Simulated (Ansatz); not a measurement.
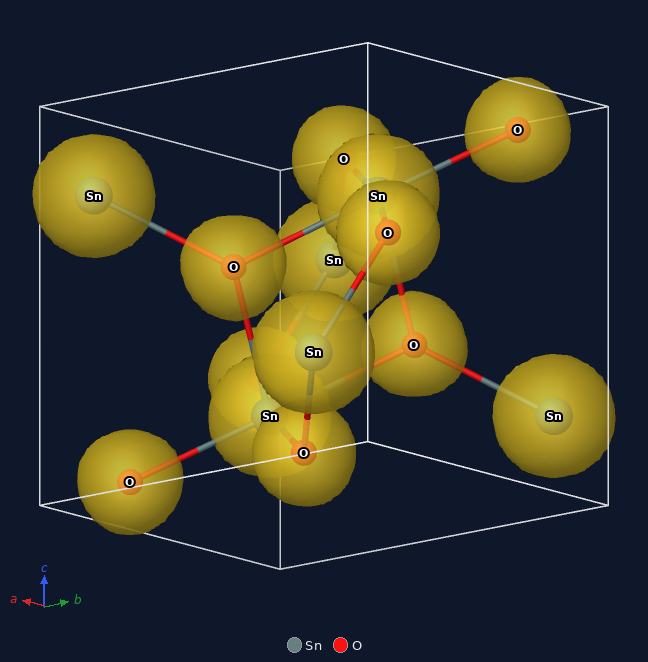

SnO$_{2}$. Isosurface of the valence pseudo-density at 1.5 e/Å³ (yellow), seen at an oblique angle. Sticks mark near contacts.

Space group Pbcn; a structure from a database of computed crystals, not necessarily the ambient phase; not relaxed (largest force 0.5 eV/Å); computed pressure about 32 GPa in this cell; PAW files of the earlier set (soft_1).

Level of theory: Ansatz, DFT PBE, scalar-relativistic, plane waves, PAW.

```
Sn O
1.0
     4.65228    0.00000    0.00000
     0.00000    5.43352    0.00000
     0.00000    0.00000    5.15258
Sn O
4 8
Direct
  0.50000 0.66517 0.75000
  0.00000 0.83483 0.25000
  0.50000 0.33483 0.25000
  0.00000 0.16517 0.75000
  0.73012 0.60706 0.07817
  0.23012 0.89294 0.92183
  0.76988 0.89294 0.57817
  0.26988 0.60706 0.42183
  0.73012 0.39294 0.57817
  0.23012 0.10706 0.42183
  0.76988 0.10706 0.07817
  0.26988 0.39294 0.92183
```

> What does this surface tell about the bonding?

At this value the density breaks into separate islands; it holds about 65 % of the electrons treated as valence (semicore included). It bridges none of the near contacts. It is pinched off along the shortest Sn–O (1.97 Å) and Sn–O (2.03 Å) contacts. On the grid the lowest density along these lines, outside the cores, is 0.76 e/Å³ (Sn–O, 1.97 Å) and 0.68 e/Å³ (Sn–O, 2.03 Å).
